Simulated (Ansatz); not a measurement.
# What a change does: band-structure calculation on GaP

System: GaP (I-4m2, 2 atoms in the cell).
Method of run A: DFT, r2SCAN, plane waves, PAW, no spin polarisation (Ansatz 0.2.0).

The structure was built on a prototype by a generator. The geometry comes from this level: r2SCAN (a point of a series of strains). Text and figures count atoms from 1; the logs count them from 0 in places.

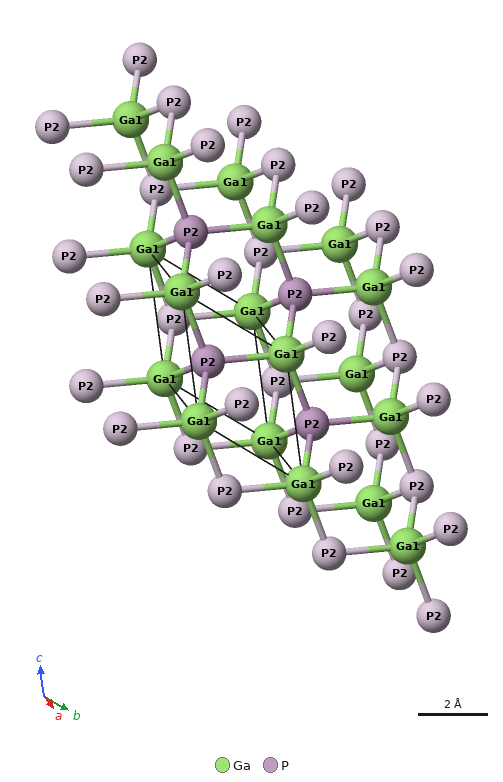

The structure (ball-and-stick view of the reduced cell, repeated 1 × 2 × 2, seen slightly off an axis; neighbours outside the cell are drawn fainter; atoms are numbered from 1 in the order of the input). Near neighbours in the crystal (not all of them lie inside the picture): Ga has 4 P at 2.35 Å; P has 4 Ga at 2.35 Å.

### The input, run A
```yaml
crystal:
  lattice:
    - [0.0, 2.712589919, 2.7253992957]
    - [2.712589919, 0.0, 2.7253992957]
    - [2.712589919, 2.712589919, 0.0]
  atoms:
    - { symbol: Ga, position: [0.0, 0.0, 0.0] }
    - { symbol: P, position: [0.25, 0.25, 0.25] }
kpoints:
  mp_grid: { grid: [8, 8, 8] }
  band_path:
    path:
      - [0.0, 0.0, 0.0]
      - [-0.5, -0.5, 0.0]
      - [-0.375, -0.375, 0.25]
      - [-0.375, 0.0, 0.375]
      - [0.0, 0.0, 0.5]
      - [-0.5, -0.25, 0.25]
      - [0.0, 0.424479, 0.424479]
    npoints: 1
hamiltonian:
  xc: r2scan
scf:
  occupations: { method: fixed }
  n_extra_bands: 4
output:
  forces: true
  stress: true
  eigenvalues: true
```

Launched with:
```bash
ansatz run input.yaml --threads 4 --pin off --max-ram 3686MiB --backend cpu --events-out ev --progress --plain --runs-dir out
```

Hardware: 4 threads of Arm Neoverse N1, 98 GiB of memory available, shared host.

### Output, shortened to warnings, some set-up lines, iterations and results (run A)
```
Basis set: ecut = 500 eV, 965 PW (Γ), exchange–correlation on 120×120×120 points (64 copies of the dense FFT grid, shifted against one another)
Symmetry: 8 space group operations
k-points: 59 of 512 (time reversal used)
Initial density: superposition of atomic densities (neutral atoms: chi_scale 0, normalization atom), corrected by the library's trained network
[...]
SCF iter   1: F=—  HF=-4550.471948 eV  |F-HF|=—  |Δ(HF+E_count)|=         —  Δρ=8.73e-3  dr2=1.82e-2  dr2_τ=7.65e-3  ethr=1.77e-3  ⟨swp⟩=5.0  Hψ=4103  notcnv=0  defer=106
SCF iter   2: F=—  HF=-4550.482931 eV  |F-HF|=—  |Δ(HF+E_count)|=   1.10e-2  Δρ=2.33e-3  dr2=3.05e-3  dr2_τ=9.69e-5  ethr=1.01e-4  ⟨swp⟩=2.9  Hψ=1983  notcnv=0  defer=114
SCF iter   3: F=—  HF=-4550.481416 eV  |F-HF|=—  |Δ(HF+E_count)|=   1.51e-3  Δρ=1.72e-3  dr2=5.06e-4  dr2_τ=7.38e-6  ethr=1.70e-5  ⟨swp⟩=2.5  Hψ=1449  notcnv=0  defer=116
SCF iter   4: F=—  HF=-4550.481649 eV  |F-HF|=—  |Δ(HF+E_count)|=   2.32e-4  Δρ=2.50e-4  dr2=4.34e-5  dr2_τ=5.31e-7  ethr=2.81e-6  ⟨swp⟩=2.9  Hψ=1400  notcnv=0  defer=117
SCF iter   5: F=—  HF=-4550.481634 eV  |F-HF|=—  |Δ(HF+E_count)|=   1.52e-5  Δρ=8.56e-5  dr2=2.67e-6  dr2_τ=3.13e-8  ethr=2.41e-7  ⟨swp⟩=2.0  Hψ=953  notcnv=0  defer=89
SCF iter   6: F=-4550.481633 eV  HF=-4550.481633 eV  |F-HF|=6.25e-8  |Δ(HF+E_count)|=   6.48e-7  Δρ=9.25e-6  dr2=3.47e-8  dr2_τ=3.45e-9  ethr=5.56e-10  ⟨swp⟩=7.2  Hψ=5377  …
SCF 1 converged in 6 iterations: F = -4550.481633 eV  dr2 = 3.47e-8
NSCF: frozen V_eff on 7 k-points
SCF converged after 6 iterations
Free energy (F): -4550.481633 eV
Harris-Foulkes:  -4550.481633 eV  (|F-HF|=6.25e-8)
Internal energy: -4550.481633 eV  (E = F + TS)
E sigma→0 (E₀):  -4550.481633 eV
Fermi energy:    7.027635 eV
--- Per-component energies (eV) ---
  E_band       = -65.897480
  E_kinetic    = 185.786610
  E_local      = -2196.485052  (includes V_loc(G=0)·N_el)
  E_nonlocal   = 460.442904
  E_hartree    = 1018.122650
  E_xc         = -121.151118
  E_vxc        = -125.059203  (∫ρ·V_xc dr)
  E_paw        = -2579.748711  (= ΣΔE_a)
  E_vpaw       = -432.858088  (= ΣTr[D̂ρ^β])
  E_aug_tail   = -0.000051  (compensation charges beyond the density's cutoff)
  E_vtau       = 6.023928  (kinetic-family band-sum trace: ∫τ·v_τ [+ j·A + Jᵃ·Aᵃ] dr)
  E_ewald      = -1316.704953
  E_core_change = -0.743912  (= ΣΔE_core)
  E_smearing   = -0.000000  (= −TS)
  E_closure    = 0.000000  (closes the sum)
  Σ components = -4550.481633   (vs F -4550.481633, Δ=0.00e0)
--- Forces (eV/Å), atoms counted from 1 ---
  atom   1  Ga    -0.00000000    -0.00000000    -0.00000000
  atom   2  P      0.00000000     0.00000000     0.00000000
  max |Σ_I F_I| component: 1.25e-16 eV/Å
--- Stress (GPa, compression-positive) ---
        1.004057      -0.000000      -0.000000
       -0.000000       1.004057      -0.000000
       -0.000000      -0.000000       0.614007
  P = ⅓ Tr σ = 0.8740 GPa (8.740 kbar)
```

The input of run B differs as follows (lines with − go, lines with + come):
```diff
-  xc: r2scan
+  xc: pbe
-  occupations: { method: fixed }
+  occupations: { method: fermi_dirac, width: 0.02 }
```

Predict how the results change.

The total energies belong to different methods, so their difference says nothing on which is more stable or more accurate. The gap on the mesh goes from 1.86 to 1.60 eV. The pressure goes from 0.87 to 3.34 GPa. The functional changes from r2SCAN to PBE. The number of SCF iterations is the same. The default cutoff goes from 500 to 420 eV with the change. The plane waves at Γ go from 965 to 749. On the same kind of shared host run B took about 0.5 times as long.

### Output, shortened to warnings, some set-up lines, iterations and results (run B)
```
Basis set: ecut = 420 eV, 749 PW (Γ), exchange–correlation on 54×54×54 points (8 copies of the dense FFT grid, shifted against one another)
Symmetry: 8 space group operations
k-points: 59 of 512 (time reversal used)
Initial density: superposition of atomic densities (neutral atoms: chi_scale 0, normalization atom), corrected by the library's trained network
[...]
SCF iter   1: F=—  HF=-4539.542007 eV  |F-HF|=—  |Δ(HF+E_count)|=         —  Δρ=1.56e-3  dr2=1.30e-3  ethr=1.77e-3  ⟨swp⟩=6.6  Hψ=5255  notcnv=0
SCF iter   2: F=—  HF=-4539.541117 eV  |F-HF|=—  |Δ(HF+E_count)|=   8.90e-4  Δρ=1.32e-3  dr2=4.59e-4  ethr=7.22e-6  ⟨swp⟩=2.6  Hψ=2055  notcnv=0
SCF iter   3: F=—  HF=-4539.540914 eV  |F-HF|=—  |Δ(HF+E_count)|=   2.03e-4  Δρ=4.45e-4  dr2=5.70e-5  ethr=2.55e-6  ⟨swp⟩=2.0  Hψ=1505  notcnv=0
SCF iter   4: F=—  HF=-4539.540956 eV  |F-HF|=—  |Δ(HF+E_count)|=   4.23e-5  Δρ=1.25e-4  dr2=4.10e-6  ethr=3.17e-7  ⟨swp⟩=2.0  Hψ=1306  notcnv=0
SCF iter   5: F=—  HF=-4539.540956 eV  |F-HF|=—  |Δ(HF+E_count)|=   1.03e-7  Δρ=3.10e-5  dr2=4.20e-7  ethr=2.28e-8  ⟨swp⟩=2.0  Hψ=1295  notcnv=0
SCF iter   6: F=-4539.540956 eV  HF=-4539.540956 eV  |F-HF|=1.79e-8  |Δ(HF+E_count)|=   4.54e-7  Δρ=1.14e-5  dr2=3.15e-8  ethr=5.56e-10  ⟨swp⟩=7.0  Hψ=4100  notcnv=0
SCF 1 converged in 6 iterations: F = -4539.540956 eV  dr2 = 3.15e-8
NSCF: frozen V_eff on 7 k-points
SCF converged after 6 iterations
Free energy (F): -4539.540956 eV
Harris-Foulkes:  -4539.540956 eV  (|F-HF|=1.79e-8)
Internal energy: -4539.540956 eV  (E = F + TS)
E sigma→0 (E₀):  -4539.540956 eV
Fermi energy:    8.005723 eV
--- Per-component energies (eV) ---
  E_band       = -56.505010
  E_kinetic    = 186.609245
  E_local      = -2194.227582  (includes V_loc(G=0)·N_el)
  E_nonlocal   = 458.830852
  E_hartree    = 1015.178869
  E_xc         = -130.938189
  E_vxc        = -119.238544  (∫ρ·V_xc dr)
  E_paw        = -2558.289096  (= ΣΔE_a)
  E_vpaw       = -418.828545  (= ΣTr[D̂ρ^β])
  E_aug_tail   = -0.000103  (compensation charges beyond the density's cutoff)
  E_ewald      = -1316.704953
  E_smearing   = -0.000000  (= −TS)
  E_closure    = 0.000000  (closes the sum)
  Σ components = -4539.540956   (vs F -4539.540956, Δ=0.00e0)
--- Forces (eV/Å), atoms counted from 1 ---
  atom   1  Ga    -0.00000000    -0.00000000    -0.00000000
  atom   2  P      0.00000000     0.00000000     0.00000000
  max |Σ_I F_I| component: 9.37e-17 eV/Å
--- Stress (GPa, compression-positive) ---
        3.452103       0.000000      -0.000000
       -0.000000       3.452103      -0.000000
       -0.000000      -0.000000       3.103195
  P = ⅓ Tr σ = 3.3358 GPa (33.358 kbar)
```

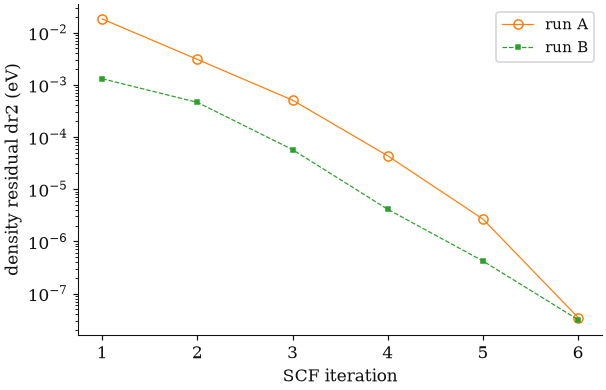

Convergence of the two runs: density residual dr2 against the SCF iteration. Run A takes 6 iterations in all, and run B takes 6.

### The two runs side by side

```tsv
quantity	run A	run B
outcome	converged	converged
free energy per atom (eV)	−2275.2408	−2269.7705
gap on the mesh (eV)	1.86	1.60
pressure (GPa)	0.87	3.34
largest force (eV/Å)	0.000	0.000
SCF iterations	6	6
irreducible k-points	59	59
plane waves at Γ	965	749
wall time (shared host)	4.7 s	2.4 s
```
